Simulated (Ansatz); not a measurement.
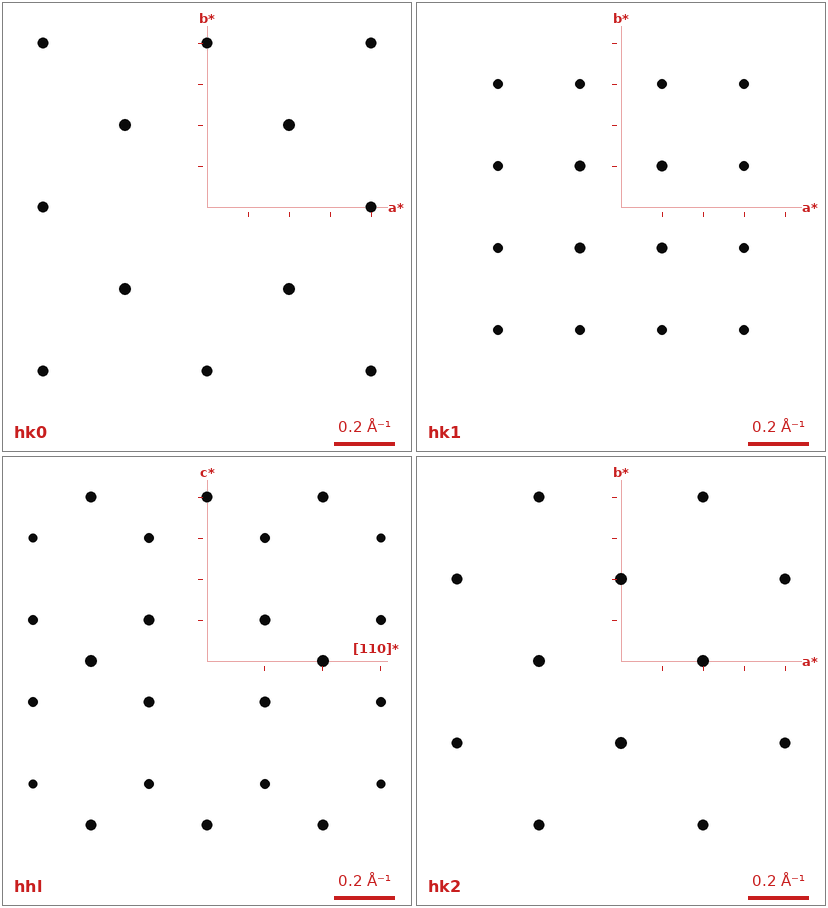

Simulated precession-type sections (X-rays; kinematic intensities, B = 0.5 Å²). The ticks mark integer indices of the conventional cell.

The compound is Pb. Structure: the input geometry of an electronic-structure calculation (not necessarily at equilibrium); the starting structure was generated, so it need not be a known form of this composition.

### What cell do the layers give?

a* = 0.138, b* = 0.138, c* = 0.138 Å⁻¹; the cell is cubic with a = 7.24 Å.

### Which reflection conditions do the layers show?

Reflections are present only under these conditions. hkl: h + k = 2n, h + l = 2n; hk0: h = 2n, h + k = 4n; hhl: h + l = 2n; h00: h = 4n. The lattice is face-centred (F). Further gaps, such as 2 2 2, 4 4 2, come from atoms on special positions, not from the group's general conditions.

### Which space groups fit?

The intensities have Laue symmetry m-3m (the hk0 layer shows 4mm, hk1 shows 4mm). With these conditions only Fd-3m (No. 227) fits.
